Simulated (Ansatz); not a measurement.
# Geometry relaxation, with input and output: VSi31 (charge +1) (part 3 of 3)

Continued. System: VSi31 (defect cell, 32 atoms in the cell, total charge +1). Method: DFT PBEsol, scalar-relativistic, plane waves, PAW, spin-polarised (Ansatz 0.2.0); cutoff 420 eV, 2×2×2 k-mesh, Gaussian smearing of 0.02 eV, collinear spins. The structure derives from a Materials Project entry. It belongs to a series of runs on one base structure; here: V_Si, charge +1, atoms relaxed at the host's cell.

Output, continued
```
  k-point 0 ↓: bands = ["-58.0893", "-32.0590", "-32.0590", "-32.0590", "-4.8884", "-4.8884", "-4.8884", "-4.5974", "-2.9824", "-2.9824", "-2.9824", "-2.9760", "-2.9760", "-2.9675", "-2.9675", "-2.9675", "-2.8793", "-2.8793", "-2.8793", "-1.6961", "-0.1237", "-0.1237", "-0.1237", "-0.1204", "-0.1204", "-0.1169", "-0.1169", "-0.1169", "0.0949", "0.0949", "0.0949", "1.5115", "2.3474", "2.3474", "2.3474", "2.5354", "2.6794", "2.6794", "2.6914", "2.6914", "2.6914", "2.6986", "2.6986", "2.6986", "3.0799", "3.0799", "3.0799", "4.0216", "4.0216", "4.0407", "4.0485", "4.0485", "4.0485", "4.0573", "4.0957", "4.0957", "4.0957", "4.4521", "4.4521", "4.4521", "5.3306", "5.3306", "5.3306", "5.4487", "5.4487", "5.5130", "5.5130", "5.5130", "6.0178", "6.0178", "7.2780", "7.2780", "7.2780", "7.7125", "7.7125", "7.7125", "7.7804", "7.7804", "7.7804", "7.9267", "8.0322", "8.0322", "8.0322", "8.3483", "8.3483", "8.6595", "8.6595", "8.6595", "9.3730", "9.7502", "9.7502", "9.7502", "9.9427", "9.9427", "10.1121", "10.1121", "10.1121", "10.6938", "10.6938", "10.6938", "10.8331"]
  k-point 1 ↓: bands = ["-58.0893", "-32.0590", "-32.0590", "-32.0590", "-5.3530", "-4.3675", "-4.3486", "-4.3486", "-4.1146", "-3.5157", "-3.4927", "-3.4927", "-3.3407", "-3.0394", "-2.5719", "-2.5576", "-2.5576", "-2.0627", "-1.4773", "-1.3968", "-1.3968", "-0.9490", "-0.2964", "-0.2630", "-0.2630", "-0.1987", "-0.0607", "-0.0161", "-0.0161", "0.5091", "1.2502", "1.9584", "1.9584", "1.9789", "1.9936", "2.1044", "2.2051", "2.2051", "2.8195", "2.8787", "2.9233", "2.9233", "3.1573", "3.5162", "3.5361", "3.5361", "3.5701", "3.6464", "3.6464", "3.6628", "3.7461", "3.7461", "3.7554", "3.8630", "4.0865", "4.0865", "4.5548", "4.7780", "4.8448", "4.8448", "4.8909", "4.9429", "4.9961", "5.1089", "5.1337", "5.1337", "5.4799", "5.4799", "6.0497", "6.2299", "6.8315", "7.1369", "7.1369", "7.2486", "7.9135", "8.3331", "8.3412", "8.3491", "8.3491", "8.4593", "8.6003", "8.6003", "8.7215", "8.7485", "8.9943", "8.9943", "9.0784", "9.2896", "9.3027", "9.3265", "9.3265", "9.4527", "9.9042", "9.9305", "9.9305", "10.0583", "10.0633", "10.0633", "10.1015", "10.1188", "10.1458"]
--- Relaxed structure (3 steps of the walk, 3 accepted, 0 SCFs on fresh bases) ---
  F+E_penalty+E_count = -22154.37480748 eV   max|allowed force component| = 2.842e-2 eV/Å
  atoms:
    - { symbol: V, position: [0.0, 0.25, 0.0] }
    - { symbol: Si, position: [0.2527230776330644, 0.24999999999999994, 0.7504405076554863] }
    - { symbol: Si, position: [0.0, 0.5027230776330642, 0.7504405076554863] }
    - { symbol: Si, position: [0.5, 0.25, 0.5] }
    - { symbol: Si, position: [0.2495594923445137, 0.4995594923445137, 0.502282569977578] }
    - { symbol: Si, position: [0.0, 0.75, 0.5] }
    - { symbol: Si, position: [0.7504405076554863, 0.24999999999999994, 0.2527230776330644] }
    - { symbol: Si, position: [0.502282569977578, 0.49955949234451374, 0.2495594923445137] }
    - { symbol: Si, position: [0.24955949234451377, 0.752282569977578, 0.24955949234451377] }
    - { symbol: Si, position: [0.0, 0.00044050765548631077, 0.2527230776330643] }
    - { symbol: Si, position: [0.7504405076554863, 0.5027230776330642, 0.0] }
    - { symbol: Si, position: [0.5, 0.75, 0.0] }
    - { symbol: Si, position: [0.2527230776330643, 0.00044050765548631077, 0.0] }
    - { symbol: Si, position: [0.7472769223669358, 0.7477174300224221, 0.7472769223669358] }
    - { symbol: Si, position: [0.49771743002242214, -0.002723077633064272, 0.7472769223669359] }
    - { symbol: Si, position: [0.7472769223669358, -0.0027230776330642026, 0.4977174300224221] }
    - { symbol: Si, position: [0.0, -0.006764851008823414, 0.0] }
    - { symbol: Si, position: [0.24930873154152483, -0.0006965868718963042, 0.7493034131281038] }
    - { symbol: Si, position: [0.0, 0.25, 0.7432351489911767] }
    - { symbol: Si, position: [0.4999946815865789, 0.0006912684584751794, 0.4999946815865789] }
    - { symbol: Si, position: [0.25069658687189633, 0.25000000000000006, 0.5000053184134212] }
    - { symbol: Si, position: [0.0, 0.5006965868718963, 0.5000053184134211] }
    - { symbol: Si, position: [0.7493034131281038, -0.0006965868718963042, 0.24930873154152483] }
    - { symbol: Si, position: [0.5000053184134212, 0.25000000000000006, 0.25069658687189633] }
    - { symbol: Si, position: [0.25676485100882346, 0.5067648510088234, 0.2567648510088235] }
    - { symbol: Si, position: [0.0, 0.7500053184134212, 0.2506965868718963] }
    - { symbol: Si, position: [0.7432351489911767, 0.25, 0.0] }
    - { symbol: Si, position: [0.5000053184134211, 0.5006965868718963, 0.0] }
    - { symbol: Si, position: [0.2506965868718963, 0.7500053184134212, 0.0] }
    - { symbol: Si, position: [0.7493034131281038, 0.4993087315415249, 0.7493034131281038] }
    - { symbol: Si, position: [0.4999946815865788, 0.7499946815865789, 0.7506912684584752] }
    - { symbol: Si, position: [0.7506912684584752, 0.7499946815865789, 0.49999468158657884] }
--- Löwdin populations: 32 sites ---
  site symbol       q [e]    m [muB]
     0      V     12.2177     0.0000
     1     Si      3.9288    -0.0000
     2     Si      3.9288    -0.0000
     3     Si      3.9358    -0.0000
     4     Si      3.9288    -0.0000
     5     Si      3.9358    -0.0000
     6     Si      3.9288    -0.0000
     7     Si      3.9288    -0.0000
     8     Si      3.9288    -0.0000
     9     Si      3.9288    -0.0000
    10     Si      3.9288    -0.0000
    11     Si      3.9358    -0.0000
    12     Si      3.9288    -0.0000
    13     Si      3.9288    -0.0000
    14     Si      3.9288    -0.0000
    15     Si      3.9288    -0.0000
    16     Si      4.1313     0.0000
    17     Si      3.9300    -0.0000
    18     Si      4.1313     0.0000
    19     Si      3.9300    -0.0000
    20     Si      3.9300    -0.0000
    21     Si      3.9300    -0.0000
    22     Si      3.9300    -0.0000
    23     Si      3.9300    -0.0000
    24     Si      4.1313     0.0000
    25     Si      3.9300    -0.0000
    26     Si      4.1313     0.0000
    27     Si      3.9300    -0.0000
    28     Si      3.9300    -0.0000
    29     Si      3.9300    -0.0000
    30     Si      3.9300    -0.0000
    31     Si      3.9300    -0.0000
  spilling = 0.008419 (of n_electrons = 136.000000)
```

Trajectory as extended XYZ (Å, eV, eV/Å), 3 frames, from step=1 to step=3
```
32
Lattice="-5.4338 -5.4338 5.4338 5.4338 5.4338 5.4338 -5.4338 5.4338 -5.4338" Properties=species:S:1:pos:R:3:forces:R:3 step=1 energy=-22154.36574
V     1.3585    1.3585    1.3585    0.0000   0.0000   0.0000
Si   -4.0821    4.0629   -1.3460   -0.1324  -0.0033   0.0033
Si   -1.3460    6.7991   -1.3460    0.0033   0.1324   0.0033
Si   -4.0754    1.3585    1.3585    0.0000   0.0000   0.0000
Si   -1.3709    4.0878    1.3517   -0.0033   0.0033  -0.1324
Si    1.3585    6.7923    1.3585    0.0000   0.0000   0.0000
Si   -4.0821   -1.3460    4.0629   -0.1324   0.0033  -0.0033
Si   -1.3709    1.3517    4.0878   -0.0033  -0.1324   0.0033
Si    1.3652    4.0878    4.0878    0.1324   0.0033   0.0033
Si   -1.3709    1.3652   -1.3709   -0.0033   0.1324  -0.0033
Si   -1.3460   -1.3460    6.7991    0.0033   0.0033   0.1324
Si    1.3585    1.3585    6.7923    0.0000   0.0000   0.0000
Si   -1.3709   -1.3709    1.3652   -0.0033  -0.0033   0.1324
Si   -4.0686    4.0629    4.0629    0.1324  -0.0033  -0.0033
Si   -6.7799    1.3517   -1.3709    0.0033  -0.1324  -0.0033
Si   -6.7799   -1.3709    1.3517    0.0033  -0.0033  -0.1324
Si   -0.0331   -0.0331   -0.0331   -0.0308  -0.0308  -0.0308
Si   -5.4280    2.7155   -2.7227    0.0095   0.0732  -0.0095
Si   -2.6838    5.4007   -2.6838    0.0308  -0.0308   0.0308
Si   -5.4324    0.0058    0.0058   -0.0732   0.0095   0.0095
Si   -2.7183    2.7111    0.0058    0.0732  -0.0095   0.0095
Si    0.0058    5.4352    0.0058    0.0095  -0.0732   0.0095
Si   -5.4280   -2.7227    2.7155    0.0095  -0.0095   0.0732
Si   -2.7183    0.0058    2.7111    0.0732   0.0095  -0.0095
Si   -0.0331    2.7501    2.7501   -0.0308   0.0308   0.0308
Si    2.7111    5.4352    2.7111   -0.0095  -0.0732  -0.0095
Si   -2.6838   -2.6838    5.4007    0.0308   0.0308  -0.0308
Si    0.0058    0.0058    5.4352    0.0095   0.0095  -0.0732
Si    2.7111    2.7111    5.4352   -0.0095  -0.0095  -0.0732
Si   -5.4324    2.7111    2.7111   -0.0732  -0.0095  -0.0095
Si   -2.7227    5.4396    2.7155   -0.0095   0.0095   0.0732
Si   -2.7227    2.7155    5.4396   -0.0095   0.0732   0.0095
32
Lattice="-5.4338 -5.4338 5.4338 5.4338 5.4338 5.4338 -5.4338 5.4338 -5.4338" Properties=species:S:1:pos:R:3:forces:R:3 step=2 energy=-22154.37481
V     1.3585    1.3585    1.3585    0.0000   0.0000   0.0000
Si   -4.0926    4.0630   -1.3461   -0.0283  -0.0019   0.0019
Si   -1.3461    6.8095   -1.3461    0.0019   0.0283   0.0019
Si   -4.0754    1.3585    1.3585    0.0000   0.0000   0.0000
Si   -1.3709    4.0878    1.3413   -0.0019   0.0019  -0.0283
Si    1.3585    6.7923    1.3585    0.0000   0.0000   0.0000
Si   -4.0926   -1.3461    4.0630   -0.0283   0.0019  -0.0019
Si   -1.3709    1.3413    4.0878   -0.0019  -0.0283   0.0019
Si    1.3756    4.0878    4.0878    0.0283   0.0019   0.0019
Si   -1.3709    1.3756   -1.3709   -0.0019   0.0283  -0.0019
Si   -1.3461   -1.3461    6.8095    0.0019   0.0019   0.0283
Si    1.3585    1.3585    6.7923    0.0000   0.0000   0.0000
Si   -1.3709   -1.3709    1.3756   -0.0019  -0.0019   0.0283
Si   -4.0582    4.0630    4.0630    0.0283  -0.0019  -0.0019
Si   -6.7799    1.3413   -1.3709    0.0019  -0.0283  -0.0019
Si   -6.7799   -1.3709    1.3413    0.0019  -0.0019  -0.0283
Si   -0.0368   -0.0368   -0.0368   -0.0018  -0.0018  -0.0018
Si   -5.4301    2.7131   -2.7207    0.0056   0.0198  -0.0056
Si   -2.6802    5.3971   -2.6802    0.0018  -0.0018   0.0018
Si   -5.4300    0.0038    0.0038   -0.0198   0.0056   0.0056
Si   -2.7207    2.7132    0.0038    0.0198  -0.0056   0.0056
Si    0.0038    5.4376    0.0038    0.0056  -0.0198   0.0056
Si   -5.4301   -2.7207    2.7131    0.0056  -0.0056   0.0198
Si   -2.7207    0.0038    2.7132    0.0198   0.0056  -0.0056
Si   -0.0368    2.7537    2.7537   -0.0018   0.0018   0.0018
Si    2.7132    5.4376    2.7132   -0.0056  -0.0198  -0.0056
Si   -2.6802   -2.6802    5.3971    0.0018   0.0018  -0.0018
Si    0.0038    0.0038    5.4376    0.0056   0.0056  -0.0198
Si    2.7132    2.7132    5.4376   -0.0056  -0.0056  -0.0198
Si   -5.4300    2.7132    2.7132   -0.0198  -0.0056  -0.0056
Si   -2.7207    5.4376    2.7131   -0.0056   0.0056   0.0198
Si   -2.7207    2.7131    5.4376   -0.0056   0.0198   0.0056
32
Lattice="-5.4338 -5.4338 5.4338 5.4338 5.4338 5.4338 -5.4338 5.4338 -5.4338" Properties=species:S:1:pos:R:3:forces:R:3 step=3 energy=-22154.37481
V     1.3585    1.3585    1.3585    0.0000   0.0000   0.0000
Si   -4.0926    4.0630   -1.3461   -0.0284  -0.0019   0.0019
Si   -1.3461    6.8095   -1.3461    0.0019   0.0284   0.0019
Si   -4.0754    1.3585    1.3585    0.0000   0.0000   0.0000
Si   -1.3709    4.0878    1.3413   -0.0019   0.0019  -0.0284
Si    1.3585    6.7923    1.3585    0.0000   0.0000   0.0000
Si   -4.0926   -1.3461    4.0630   -0.0284   0.0019  -0.0019
Si   -1.3709    1.3413    4.0878   -0.0019  -0.0284   0.0019
Si    1.3756    4.0878    4.0878    0.0284   0.0019   0.0019
Si   -1.3709    1.3756   -1.3709   -0.0019   0.0284  -0.0019
Si   -1.3461   -1.3461    6.8095    0.0019   0.0019   0.0284
Si    1.3585    1.3585    6.7923    0.0000   0.0000   0.0000
Si   -1.3709   -1.3709    1.3756   -0.0019  -0.0019   0.0284
Si   -4.0582    4.0630    4.0630    0.0284  -0.0019  -0.0019
Si   -6.7799    1.3413   -1.3709    0.0019  -0.0284  -0.0019
Si   -6.7799   -1.3709    1.3413    0.0019  -0.0019  -0.0284
Si   -0.0368   -0.0368   -0.0368   -0.0016  -0.0016  -0.0016
Si   -5.4301    2.7131   -2.7207    0.0056   0.0198  -0.0056
Si   -2.6802    5.3971   -2.6802    0.0016  -0.0016   0.0016
Si   -5.4300    0.0038    0.0038   -0.0198   0.0056   0.0056
Si   -2.7207    2.7132    0.0038    0.0198  -0.0056   0.0056
Si    0.0038    5.4376    0.0038    0.0056  -0.0198   0.0056
Si   -5.4301   -2.7207    2.7131    0.0056  -0.0056   0.0198
Si   -2.7207    0.0038    2.7132    0.0198   0.0056  -0.0056
Si   -0.0368    2.7537    2.7537   -0.0016   0.0016   0.0016
Si    2.7132    5.4376    2.7132   -0.0056  -0.0198  -0.0056
Si   -2.6802   -2.6802    5.3971    0.0016   0.0016  -0.0016
Si    0.0038    0.0038    5.4376    0.0056   0.0056  -0.0198
Si    2.7132    2.7132    5.4376   -0.0056  -0.0056  -0.0198
Si   -5.4300    2.7132    2.7132   -0.0198  -0.0056  -0.0056
Si   -2.7207    5.4376    2.7131   -0.0056   0.0056   0.0198
Si   -2.7207    2.7131    5.4376   -0.0056   0.0198   0.0056
```

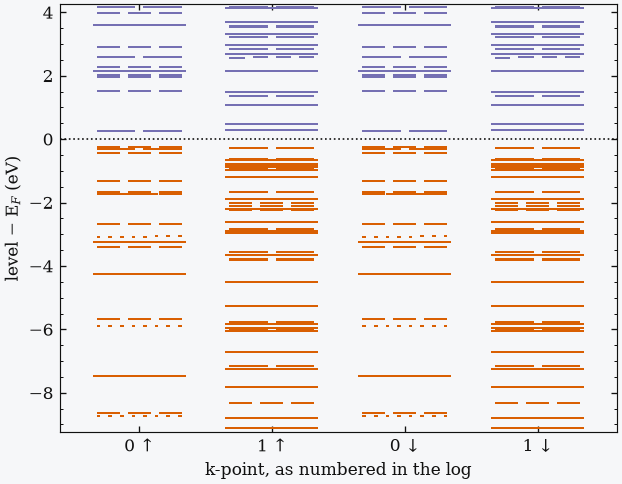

Kohn–Sham levels near the Fermi level (dotted) at the few k-points that the log prints; levels within 0.02 eV of each other stand side by side. Among these points the highest filled and lowest empty levels are 0.50 eV apart, which is the gap on the mesh.

Key numbers

```tsv
quantity	value
outcome	converged
electrons treated	136
free energy	−22154.3748 eV
Fermi energy	5.766 eV
gap on the k-point mesh	0.50 eV
net moment of the cell	0.00 μB
integrated absolute moment	0.00 μB
final volume	641.77 Å³
largest force (length of the vector) at the end	0.029 eV/Å
wall time	20 s (CPU time 2.5 min)
peak memory	1.7 GiB
```

The program warns: some starting moments were not kept. The cell is charged and computed with a neutralising background, so its energy and pressure depend on the cell and aren't those of a real crystal.
